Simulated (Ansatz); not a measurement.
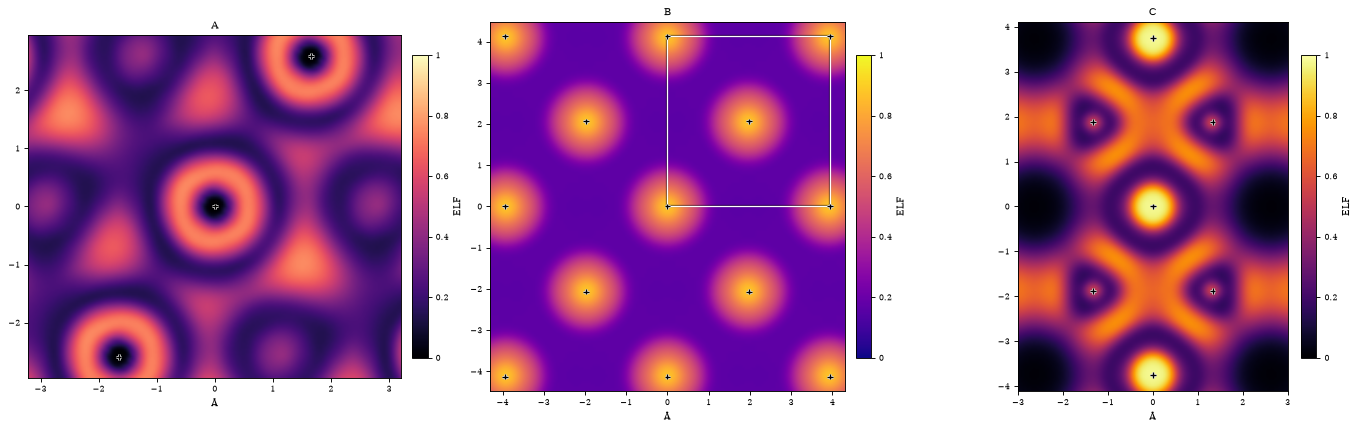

The ELF of 3 systems, each on a plane through atoms (crosses mark nuclei in the plane).

Computed with DFT PBEsol, scalar-relativistic, plane waves, PAW in Ansatz 0.2.0.

System 1: Ta₂N, the (001) plane of the calculation cell. Space group P-3m1; a structure from a database of computed crystals, not necessarily the ambient phase.

```yaml
crystal:
  lattice:
    - [-1.53931, -2.66616, -4.82326]
    - [-1.53931, -2.66616, 4.82326]
    - [-3.07862, 5.33232, 0.00000]
  atoms:
    - { symbol: Ta, position: [0.79354, 0.53979, 0.83333] }
    - { symbol: Ta, position: [0.79354, 0.53979, 0.33333] }
    - { symbol: Ta, position: [0.29354, 0.03979, 0.83333] }
    - { symbol: Ta, position: [0.29354, 0.03979, 0.33333] }
    - { symbol: Ta, position: [0.20646, 0.46021, 0.16667] }
    - { symbol: Ta, position: [0.20646, 0.46021, 0.66667] }
    - { symbol: Ta, position: [0.70646, 0.96021, 0.16667] }
    - { symbol: Ta, position: [0.70646, 0.96021, 0.66667] }
    - { symbol: N, position: [0.50000, 0.50000, 0.50000] }
    - { symbol: N, position: [0.50000, 0.50000, 0.00000] }
    - { symbol: N, position: [0.00000, 0.00000, 0.50000] }
    - { symbol: N, position: [0.00000, 0.00000, 0.00000] }
```

System 2: CoSi₂, the (110) plane of the conventional cell. Space group Fm-3m; computed without spin polarisation.

```
CELL_PARAMETERS angstrom
5.31251 0.00000 0.00000
0.00000 5.31251 0.00000
0.00000 0.00000 5.31251
ATOMIC_POSITIONS crystal
Co 0.00000 0.00000 0.00000
Co 0.50000 0.50000 0.00000
Co 0.50000 0.00000 0.50000
Co 0.00000 0.50000 0.50000
Si 0.25000 0.25000 0.25000
Si 0.75000 0.75000 0.25000
Si 0.75000 0.25000 0.75000
Si 0.25000 0.75000 0.75000
Si 0.75000 0.25000 0.25000
Si 0.25000 0.75000 0.25000
Si 0.25000 0.25000 0.75000
Si 0.75000 0.75000 0.75000
```

System 3: Ag, the (110) plane of the conventional cell. Space group Immm; a structure from a database of computed crystals, not necessarily the ambient phase; changed on purpose from its base cell (uniaxial strain along a, b, c and atoms relaxed: +3.0 %).

```yaml
crystal:
  lattice:
    - [2.03668, -2.03668, 0.00000]
    - [2.08803, 2.08803, 0.00000]
    - [0.00000, 0.00000, 3.94746]
  atoms:
    - { symbol: Ag, position: [0.00000, 0.00000, 0.00000] }
    - { symbol: Ag, position: [0.50000, 0.50000, 0.50000] }
```

Question: Which map belongs to which system?

Answer: Panel A is system 1, Ta₂N: the plane holds Ta. Panel B is system 3, Ag: the plane holds Ag. Ag–Ag (2.85 Å): the ELF is about 0.15 at the midpoint; no shared electron pair shows on this line. Panel C is system 2, CoSi₂: the plane holds Co and Si. Co–Si (2.30 Å): the ELF peaks at about 0.75 in the valence shell of Si, 0.9 Å from its nucleus, and is about 0.50 at the midpoint.
